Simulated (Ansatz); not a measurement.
**Geometry relaxation, with input and output: MoS2**

System: MoS2 (3 atoms in the cell).
Method: DFT PBEsol, scalar-relativistic, plane waves, PAW, no spin polarisation (Ansatz 0.2.0).

The structure derives from a Materials Project entry. Figures and captions count atoms from 1; the log counts them from 0 in places.

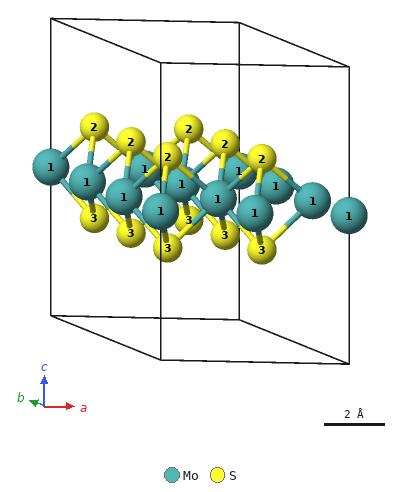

**Figure 1.** The starting structure (ball-and-stick view of the 2 × 3 repeat of the cell, with the vacuum cut short, seen slightly off an axis; atoms are numbered from 1 in the order of the input). An atom can appear more than once, as a periodic image. Near neighbours in the periodic cell (some may lie outside the picture): Mo has 6 S at 2.41 Å; S has 3 Mo at 2.41 Å.

**Results in brief**

| quantity | value |
| --- | --- |
| outcome | converged |
| space group (tolerance 0.01 Å) | P-6m2 (187) |
| electrons treated | 26 |
| free energy | −6670.1422 eV |
| Fermi energy | 0.751 eV |
| gap on the k-point mesh | 1.80 eV |
| pressure | −0.02 GPa |
| final volume | 148.18 Å³ |
| largest force (length of the vector) at the end | 0.001 eV/Å |
| final cell | a = 3.142 Å, b = 3.142 Å, c = 17.337 Å, α = 90.00°, β = 90.00°, γ = 120.00° |
| hardware | 2 threads of Intel Xeon @ 2.50GHz (Skylake/Cascade Lake), 189 GiB of memory available, shared host |
| wall time | 44 s (CPU time 84 s) |
| peak memory | 0.47 GiB |

**Input file**
```yaml
crystal:
  lattice:
    - [3.1841260822, 0.0, 0.0]
    - [-1.5920630411, 2.757534076, 0.0]
    - [0.0, 0.0, 17.33459995]
  atoms:
    - { symbol: Mo, position: [0.0, 0.0, 0.0] }
    - { symbol: S, position: [0.33333333, 0.66666667, 0.08949298] }
    - { symbol: S, position: [0.33333333, 0.66666667, 0.91050702] }
basis:
  ecutwfc: 420
kpoints:
  mp_grid: { grid: [12, 12, 2] }
hamiltonian:
  xc: pbesol
scf:
  occupations: { method: gaussian, width: 0.02 }
output:
  forces: true
  stress: true
  eigenvalues: true
  write_density: true
  write_potential: true
  elf: true
  volumetric_format: npy
relax:
  adjacent_minimum: "off"
  f_tol: 0.005
  max_steps: 80
  cell: { stress_tol: 0.05 }
```

Launch command:
```bash
ansatz run input.yaml --threads 2 --pin off --max-ram 5120MiB --backend cpu --events-out ev --progress --plain --runs-dir out
```

**Output**
```
Engine: ansatz 0.2.0, x86_64-unknown-linux-gnu
Pseudopotentials: kind: paw
Pseudopotential: Mo, paw, valence charge 14, recommended cutoff 420 eV (normal), Mo.paw.azcp
Pseudopotential: S, paw, valence charge 6, recommended cutoff 420 eV (normal), S.paw.azcp
Functional definition: PBEsol
  exchange = pbesol_x
  correlation = pbesol_c
Crystal: 3 atoms, lattice volume = 152.204 Å³
Basis set: ecut = 420 eV, 3021 PW (Γ), exchange–correlation on 48×48×240 points (8 copies of the dense FFT grid, shifted against one another)
Bands: 17, of which v1, the nominal top of the filled ones, is band 13 counted from 1 (12 counted from 0)
Symmetry: 12 space group operations
Space group: P-6m2 (ITA 187), of the structure as read, at distance tolerance 5.3e-5 Å
k-points: 38 of 288 (time reversal used)
Non-local potential: Mo, projectors of the file, l = 0: 3, l = 1: 2, l = 2: 2, l = 3: 1
Non-local potential: S, projectors of the file, l = 0: 2, l = 1: 2, l = 2: 2
PAW form: soft (Blöchl's): semilocal exchange-correlation on the pseudo side does not see the compensation charge
PAW frozen core: Mo, regenerated for the run's functional, and the local potential with it (the file was generated under x = pbe(κ = 0.804, μ = 0.2195149727645171), c = pbe(β = 0.06672455060314922))
PAW frozen core: S, regenerated for the run's functional, and the local potential with it (the file was generated under x = pbe(κ = 0.804, μ = 0.2195149727645171), c = pbe(β = 0.06672455060314922))
PAW one-centre angular grid: Mo, 590 points (default); XC on 64 Gauss nodes
PAW one-centre angular grid: S, 110 points (default); XC on 64 Gauss nodes
Initial density: superposition of atomic densities (neutral atoms: chi_scale 0, normalization atom), corrected by the library's trained network
Initial wavefunctions: pseudopotential atomic-orbital guess
Functional: x = pbesol(κ = 0.804, μ = 0.12345679012345678), c = pbesol(β = 0.046)
SCF iter   1: F=—  HF=-6670.120814 eV  |F-HF|=—  |Δ(HF+E_count)|=         —  Δρ=4.26e-3  dr2=3.34e-2  ethr=1.77e-3  ⟨swp⟩=10.0  Hψ=4666  notcnv=0
preconditioner: auto → none  [insulator: Δε(μ)=1.545 eV  Ē_g=8.043 eV  σ=0.020 eV  W_gap=1.00  n_scr=10 (ndim 8)  ℏωp=12.8 eV  f_vac=0.618  D(μ)=0.00/eV (n_scr^D=0)  ε∞_Penn≈3.5]
SCF iter   2: F=—  HF=-6670.139108 eV  |F-HF|=—  |Δ(HF+E_count)|=   1.83e-2  Δρ=5.37e-3  dr2=1.29e-1  ethr=1.29e-4  ⟨swp⟩=3.5  Hψ=1699  notcnv=0
SCF iter   3: F=—  HF=-6670.122587 eV  |F-HF|=—  |Δ(HF+E_count)|=   1.65e-2  Δρ=1.75e-3  dr2=6.06e-3  ethr=1.29e-4  ⟨swp⟩=3.0  Hψ=1192  notcnv=0
SCF iter   4: F=—  HF=-6670.123486 eV  |F-HF|=—  |Δ(HF+E_count)|=   8.99e-4  Δρ=4.72e-4  dr2=1.24e-4  ethr=2.33e-5  ⟨swp⟩=2.3  Hψ=990  notcnv=0
SCF iter   5: F=—  HF=-6670.123644 eV  |F-HF|=—  |Δ(HF+E_count)|=   1.58e-4  Δρ=5.48e-5  dr2=5.47e-6  ethr=4.78e-7  ⟨swp⟩=2.2  Hψ=1016  notcnv=0
SCF iter   6: F=—  HF=-6670.123580 eV  |F-HF|=—  |Δ(HF+E_count)|=   6.40e-5  Δρ=1.36e-5  dr2=1.35e-7  ethr=2.10e-8  ⟨swp⟩=2.8  Hψ=1231  notcnv=0
SCF iter   7: F=-6670.123580 eV  HF=-6670.123580 eV  |F-HF|=1.48e-8  |Δ(HF+E_count)|=   1.08e-7  Δρ=2.10e-6  dr2=3.83e-9  ethr=3.85e-10  ⟨swp⟩=13.0  Hψ=5715  notcnv=0
SCF 1 converged in 7 iterations: F = -6670.123580 eV  dr2 = 3.83e-9
  greatest PAW one-centre occupation: 0.999 electrons in one spin orbital (limit 2), on the Mo atom at site 0 (counted from 0), in its partial waves of l = 0
relax step   1: F+E_penalty+E_count = -6670.12358038 eV  Δ(F+E_penalty+E_count) = +0.000e0 eV  max|allowed force component| = 1.482e-1 eV/Å  Δτ_max = 0.0000 Å  P = -1.153 GPa  Ω = 152.204 Å³  (7 SCF iters, dr2 threshold 1.00e-7 eV, accepted)
Crystal: 3 atoms, lattice volume = 145.623 Å³
Basis set: ecut = 420 eV, 2829 PW (Γ), exchange–correlation on 48×48×240 points (8 copies of the dense FFT grid, shifted against one another)
Initial density: handed on by an earlier stage of this run
Initial wavefunctions: those handed on with the density
iter 1 solved again at ethr=4.56e-5 eV; its pass at ethr=3.10e-3 eV (dr2=1.19e-2 eV) is discarded
SCF iter   1: F=—  HF=-6670.137347 eV  |F-HF|=—  |Δ(HF+E_count)|=         —  Δρ=2.02e-3  dr2=1.38e-2  ethr=4.56e-5  ⟨swp⟩=2.8  Hψ=5439  notcnv=0
preconditioner: auto → none  [insulator: Δε(μ)=1.900 eV  Ē_g=8.247 eV  σ=0.020 eV  W_gap=1.00  n_scr=10 (ndim 8)  ℏωp=13.1 eV  f_vac=0.614  D(μ)=0.00/eV (n_scr^D=0)  ε∞_Penn≈3.5]
SCF iter   2: F=—  HF=-6670.138556 eV  |F-HF|=—  |Δ(HF+E_count)|=   1.21e-3  Δρ=2.48e-3  dr2=3.24e-2  ethr=4.56e-5  ⟨swp⟩=3.7  Hψ=1439  notcnv=0  recentre
SCF iter   3: F=—  HF=-6670.134916 eV  |F-HF|=—  |Δ(HF+E_count)|=   3.64e-3  Δρ=1.19e-3  dr2=5.27e-3  ethr=4.56e-5  ⟨swp⟩=3.0  Hψ=1196  notcnv=0
SCF iter   4: F=—  HF=-6670.134096 eV  |F-HF|=—  |Δ(HF+E_count)|=   8.20e-4  Δρ=4.52e-4  dr2=1.49e-4  ethr=2.03e-5  ⟨swp⟩=1.9  Hψ=1031  notcnv=0
SCF iter   5: F=—  HF=-6670.134062 eV  |F-HF|=—  |Δ(HF+E_count)|=   3.45e-5  Δρ=5.43e-5  dr2=7.15e-6  ethr=5.73e-7  ⟨swp⟩=2.6  Hψ=1282  notcnv=0
SCF iter   6: F=-6670.134061 eV  HF=-6670.134062 eV  |F-HF|=3.35e-8  |Δ(HF+E_count)|=   3.56e-7  Δρ=2.11e-5  dr2=2.65e-7  ethr=1.15e-9  ⟨swp⟩=12.3  Hψ=6453  notcnv=0
SCF 2 converged in 6 iterations: F = -6670.134061 eV  dr2 = 2.65e-7
relax step   2: F+E_penalty+E_count = -6670.13406148 eV  Δ(F+E_penalty+E_count) = -1.048e-2 eV  max|allowed force component| = 1.770e-1 eV/Å  Δτ_max = 0.0251 Å  P = +0.234 GPa  Ω = 145.623 Å³  energy of the carried Pulay correction = +1.828e-4 eV  (6 SCF iters, dr2 threshold 3.00e-7 eV, accepted)
Crystal: 3 atoms, lattice volume = 148.179 Å³
Basis set: ecut = 420 eV, 2865 PW (Γ), exchange–correlation on 48×48×240 points (8 copies of the dense FFT grid, shifted against one another)
iter 1 solved again at ethr=8.51e-6 eV; its pass at ethr=3.10e-3 eV (dr2=2.21e-3 eV) is discarded
SCF iter   1: F=—  HF=-6670.142927 eV  |F-HF|=—  |Δ(HF+E_count)|=         —  Δρ=1.05e-3  dr2=2.08e-3  ethr=8.51e-6  ⟨swp⟩=2.3  Hψ=5198  notcnv=0
preconditioner: auto → none  [insulator: Δε(μ)=1.796 eV  Ē_g=8.204 eV  σ=0.020 eV  W_gap=1.00  n_scr=10 (ndim 8)  ℏωp=12.9 eV  f_vac=0.618  D(μ)=0.00/eV (n_scr^D=0)  ε∞_Penn≈3.5]
SCF iter   2: F=—  HF=-6670.142460 eV  |F-HF|=—  |Δ(HF+E_count)|=   4.67e-4  Δρ=5.23e-4  dr2=8.72e-4  ethr=7.99e-6  ⟨swp⟩=2.1  Hψ=1082  notcnv=0
SCF iter   3: F=—  HF=-6670.142544 eV  |F-HF|=—  |Δ(HF+E_count)|=   8.36e-5  Δρ=6.02e-4  dr2=1.54e-3  ethr=3.35e-6  ⟨swp⟩=2.0  Hψ=1017  notcnv=0
SCF iter   4: F=—  HF=-6670.142331 eV  |F-HF|=—  |Δ(HF+E_count)|=   2.13e-4  Δρ=2.03e-4  dr2=3.52e-5  ethr=3.35e-6  ⟨swp⟩=2.0  Hψ=847  notcnv=0
SCF iter   5: F=—  HF=-6670.142277 eV  |F-HF|=—  |Δ(HF+E_count)|=   5.48e-5  Δρ=3.47e-5  dr2=7.12e-7  ethr=1.35e-7  ⟨swp⟩=2.1  Hψ=993  notcnv=0
SCF iter   6: F=-6670.142277 eV  HF=-6670.142277 eV  |F-HF|=3.30e-8  |Δ(HF+E_count)|=   3.99e-7  Δρ=9.65e-6  dr2=6.35e-8  ethr=1.15e-9  ⟨swp⟩=13.9  Hψ=6147  notcnv=0
SCF 3 converged in 6 iterations: F = -6670.142277 eV  dr2 = 6.35e-8
relax step   3: F+E_penalty+E_count = -6670.14227693 eV  Δ(F+E_penalty+E_count) = -8.215e-3 eV  max|allowed force component| = 8.503e-4 eV/Å  Δτ_max = 0.0185 Å  P = -0.023 GPa  Ω = 148.179 Å³  energy of the carried Pulay correction = +1.109e-4 eV  (6 SCF iters, dr2 threshold 3.00e-7 eV, accepted)
Initial wavefunctions: pseudopotential atomic-orbital guess (no wavefunctions were taken with the density)
iter 1 solved again at ethr=1.01e-7 eV; its pass at ethr=3.10e-3 eV (dr2=2.64e-5 eV) is discarded
SCF iter   1: F=—  HF=-6670.142212 eV  |F-HF|=—  |Δ(HF+E_count)|=         —  Δρ=2.32e-5  dr2=1.74e-7  ethr=1.01e-7  ⟨swp⟩=4.6  Hψ=7295  notcnv=0
preconditioner: auto → none  [insulator: Δε(μ)=1.803 eV  Ē_g=8.210 eV  σ=0.020 eV  W_gap=1.00  n_scr=10 (ndim 8)  ℏωp=12.9 eV  f_vac=0.618  D(μ)=0.00/eV (n_scr^D=0)  ε∞_Penn≈3.5]
SCF iter   2: F=—  HF=-6670.142165 eV  |F-HF|=—  |Δ(HF+E_count)|=   4.64e-5  Δρ=1.07e-5  dr2=3.98e-8  ethr=6.69e-10  ⟨swp⟩=2.3  Hψ=1170  notcnv=0
SCF iter   3: F=—  HF=-6670.142165 eV  |F-HF|=—  |Δ(HF+E_count)|=   3.31e-8  Δρ=7.54e-6  dr2=2.27e-7  ethr=1.53e-10  ⟨swp⟩=2.3  Hψ=1046  notcnv=0  recentre
SCF iter   4: F=—  HF=-6670.142165 eV  |F-HF|=—  |Δ(HF+E_count)|=   3.09e-8  Δρ=2.01e-6  dr2=4.67e-9  ethr=1.53e-10  ⟨swp⟩=2.7  Hψ=1209  notcnv=0
SCF iter   5: F=—  HF=-6670.142165 eV  |F-HF|=—  |Δ(HF+E_count)|=  3.18e-11  Δρ=6.54e-7  dr2=1.23e-10  ethr=1.80e-11  ⟨swp⟩=2.2  Hψ=824  notcnv=0
SCF iter   6: F=-6670.142165 eV  HF=-6670.142165 eV  |F-HF|=3.64e-12  |Δ(HF+E_count)|=  1.06e-10  Δρ=5.24e-8  dr2=1.76e-12  ethr=1.00e-12  ⟨swp⟩=8.7  Hψ=3909  notcnv=0
SCF 4 converged in 6 iterations: F = -6670.142165 eV  dr2 = 1.76e-12
relax step   4: F+E_penalty+E_count = -6670.14216546 eV  Δ(F+E_penalty+E_count) = +1.115e-4 eV  max|allowed force component| = 8.509e-4 eV/Å  Δτ_max = 0.0000 Å  P = -0.023 GPa  Ω = 148.179 Å³  stress off target by 3.25e-2 GPa  SCF on the basis re-selected at this cell (its energy is not comparable with the rows above)  (6 SCF iters)
```

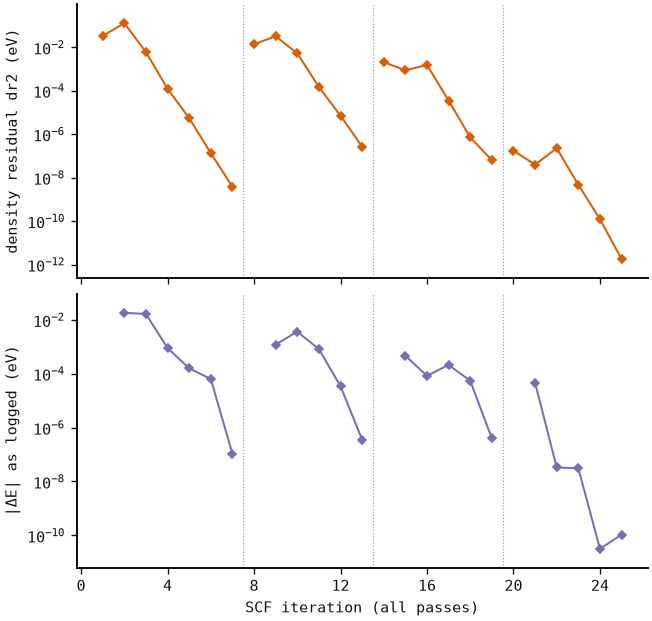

**Figure 2.** Convergence of the self-consistent field: density residual dr2 and size of the energy change against the SCF iteration. The dotted lines part the SCF passes of the relaxation: geometry steps, rejected trials and re-solves on a re-selected basis. The passes take 7, 6, 6 and 6 iterations.

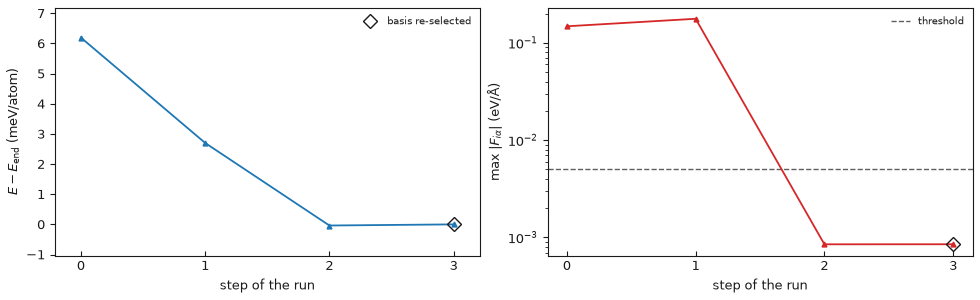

**Figure 3.** Progress of the relaxation, step by step (the first geometry is step 0 here and step 1 in the log).

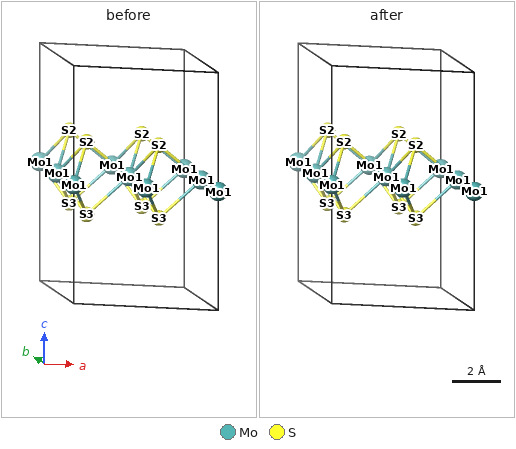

**Figure 4.** Before (left) and after (right) the relaxation, at one scale (ball-and-stick view of the 2 × 2 repeat of the cell, with the vacuum cut short, seen slightly off an axis). The largest moves relative to the cell, 0.007 Å, are those of S2 and S3. Mo stays in place. In the plane the drawn cell goes a 6.368 → 6.283 Å (−1.3 %), b 6.368 → 6.283 Å (−1.3 %). Distances before and after: Mo1–S2 2.405 → 2.391 Å. The space group stays P-6m2 (No. 187). The energy falls by 6.2 meV per atom in 2 geometry steps. Largest force component: 0.15 eV/Å at the start, 0.00085 eV/Å at the end. A last SCF at the same geometry on a re-selected plane-wave basis shifts the energy by +0.0 meV per atom. (Atoms are counted from 1 in the order of the input.)

```
basis re-selected at this cell: Δ(F+E_penalty+E_count) = +1.115e-4 eV, ΔP = +0.000 GPa vs the last step (what re-selecting the basis moved, of the pressure what is left beyond the Pulay correction that the steps carried, after the strain that the cell walked since its last selection, with what the two solves' SCF thresholds leave and, on support functions, any second-order correction that the steps lacked; it is no measure of the basis error at this ecutwfc). This SCF's stress stands 3.25e-2 GPa from its target on what of the cell is left free (relax.cell.stress_tol is 5.00e-2 GPa) and its largest allowed force component is 8.51e-4 eV/Å (relax.f_tol is 5.00e-3 eV/Å): within both
SCF converged after 6 iterations
Free energy (F): -6670.142165 eV
Harris-Foulkes:  -6670.142165 eV  (|F-HF|=3.64e-12)
Internal energy: -6670.142165 eV  (E = F + TS)
E sigma→0 (E₀):  -6670.142165 eV
Fermi energy:    0.750975 eV
--- Per-component energies (eV) ---
  E_band       = -425.437003
  E_kinetic    = 656.602343
  E_local      = -13351.045572  (includes V_loc(G=0)·N_el)
  E_nonlocal   = 201.394542
  E_hartree    = 6313.431908
  E_xc         = -375.663623
  E_vxc        = -404.516076  (∫ρ·V_xc dr)
  E_paw        = -4311.917104  (= ΣΔE_a)
  E_vpaw       = -154.736044  (= ΣTr[D̂ρ^β])
  E_aug_tail   = 0.000031  (compensation charges beyond the density's cutoff)
  E_ewald      = 4196.722113
  E_core_change = 0.333198  (= ΣΔE_core)
  E_smearing   = -0.000000  (= −TS)
  E_closure    = 0.000000  (closes the sum)
  Σ components = -6670.142165   (vs F -6670.142165, Δ=0.00e0)
--- Forces (eV/Å), atoms counted from 1 ---
  atom   1  Mo    -0.00000000    -0.00000000    -0.00000000
  atom   2  S      0.00000000    -0.00000000    -0.00085088
  atom   3  S      0.00000000    -0.00000000     0.00085088
  max |Σ_I F_I| component: 7.86e-17 eV/Å
--- Stress (GPa, compression-positive) ---
       -0.032526       0.000000      -0.000000
        0.000000      -0.032526      -0.000000
       -0.000000      -0.000000      -0.002806
  P = ⅓ Tr σ = -0.0226 GPa (-0.226 kbar)
--- Band table (eV; the first three rows and the last of 38) ---
  k-point 0: bands = ["-60.8529", "-35.0596", "-34.7947", "-34.7947", "-14.3745", "-13.0079", "-5.9177", "-2.7692", "-2.7692", "-1.9937", "-1.6105", "-1.6105", "-0.2182", "2.7446", "2.7446", "3.0220", "3.0220"]
  k-point 1: bands = ["-60.8529", "-35.0596", "-34.7947", "-34.7947", "-14.3745", "-13.0079", "-5.9177", "-2.7692", "-2.7692", "-1.9938", "-1.6105", "-1.6105", "-0.2182", "2.7446", "2.7446", "3.0220", "3.0220"]
  k-point 2: bands = ["-60.8499", "-35.0537", "-34.8245", "-34.8014", "-14.2649", "-12.9633", "-5.7945", "-3.0084", "-2.6545", "-2.4724", "-1.7832", "-1.2965", "-0.2615", "2.5974", "2.7107", "2.8966", "2.9342"]
  k-point 37: bands = ["-60.8019", "-35.1202", "-35.0702", "-34.9598", "-12.0569", "-12.0332", "-5.7398", "-4.8724", "-4.3471", "-3.7120", "-3.0931", "-2.3228", "-0.1504", "1.6523", "2.9079", "3.5631", "4.9750"]
--- Relaxed structure (3 steps of the walk, 3 accepted, 1 SCFs on fresh bases) ---
  F+E_penalty+E_count = -6670.14216546 eV   max|allowed force component| = 8.509e-4 eV/Å   (the final SCF, on the basis selected at the relaxed cell)
  cell:  # Å, volume = 148.1789 Å³
    - [3.14150027252195, 0.0, 0.0]
    - [-1.570750136260975, 2.7206190419997456, 0.0]
    - [0.0, 0.0, 17.337304775381483]
  atoms:
    - { symbol: Mo, position: [3.7007434429898756e-17, 3.2895496857430804e-17, 0.0] }
    - { symbol: S, position: [0.3333333333333334, 0.6666666666666667, 0.08986905512031775] }
    - { symbol: S, position: [0.3333333333333334, 0.6666666666666667, 0.9101309448796824] }
```

**Trajectory as extended XYZ (Å, eV, eV/Å), 4 frames, from step=1 to step=4**
```
3
Lattice="3.1841 0.0000 0.0000 -1.5921 2.7575 0.0000 0.0000 0.0000 17.3346" Properties=species:S:1:pos:R:3:forces:R:3 step=1 energy=-6670.12358 pressure_GPa=-1.15
Mo    0.0000    0.0000    0.0000    0.0000   0.0000   0.0000
S     0.0000    1.8384    1.5513    0.0000   0.0000  -0.1482
S     0.0000    1.8384   15.7833    0.0000   0.0000   0.1482
3
Lattice="3.1141 0.0000 0.0000 -1.5571 2.6969 0.0000 0.0000 0.0000 17.3393" Properties=species:S:1:pos:R:3:forces:R:3 step=2 energy=-6670.13406 pressure_GPa=0.23
Mo    0.0000    0.0000    0.0000    0.0000   0.0000   0.0000
S     0.0000    1.7979    1.5768    0.0000   0.0000  -0.1770
S     0.0000    1.7979   15.7625    0.0000   0.0000   0.1770
3
Lattice="3.1415 0.0000 0.0000 -1.5708 2.7206 0.0000 0.0000 0.0000 17.3373" Properties=species:S:1:pos:R:3:forces:R:3 step=3 energy=-6670.14228 pressure_GPa=-0.02
Mo    0.0000    0.0000    0.0000    0.0000   0.0000   0.0000
S     0.0000    1.8137    1.5581    0.0000   0.0000  -0.0008
S     0.0000    1.8137   15.7792    0.0000   0.0000   0.0008
3
Lattice="3.1415 0.0000 0.0000 -1.5708 2.7206 0.0000 0.0000 0.0000 17.3373" Properties=species:S:1:pos:R:3:forces:R:3 step=4 energy=-6670.14217 pressure_GPa=-0.02
Mo    0.0000    0.0000    0.0000    0.0000   0.0000   0.0000
S     0.0000    1.8137    1.5581    0.0000   0.0000  -0.0009
S     0.0000    1.8137   15.7792    0.0000   0.0000   0.0009
```

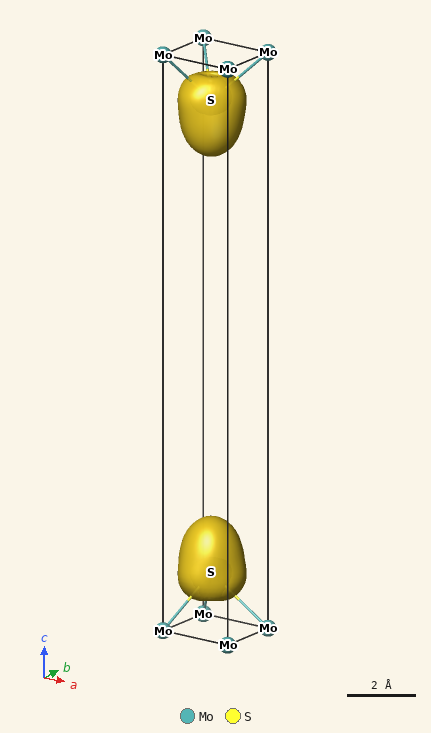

**Figure 5.** Isosurface of the ELF at 0.75 (yellow), seen slightly off an axis. Only the valence region is drawn (cores and ρ < 0.01 e/Å³ removed). Sticks mark near contacts. The outline is the cell set on symmetry axes. Values along the shortest contacts: Mo–S (2.39 Å): the ELF is about 0.45 at the midpoint. The fields are those of the smooth PAW valence density.

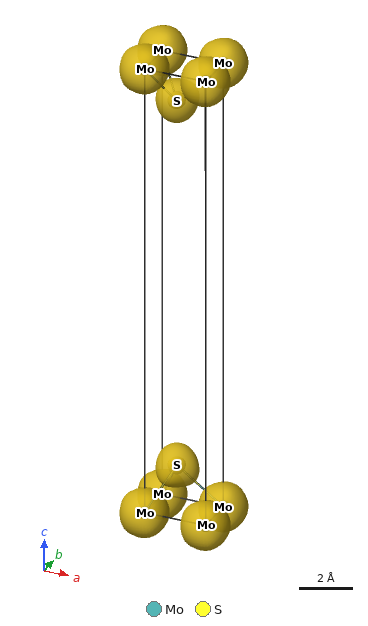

**Figure 6.** Isosurface of the valence charge density (pseudo) at 0.8 e/Å³ (yellow), seen slightly off an axis. Sticks mark near contacts. The outline is the cell set on symmetry axes. At this value the density breaks into separate islands; it holds about 55 % of the electrons treated as valence (semicore included). It is pinched off along the Mo–S (2.39 Å) contacts. On the grid the lowest density along these lines, outside the cores, is 0.62 e/Å³ (Mo–S, 2.39 Å).
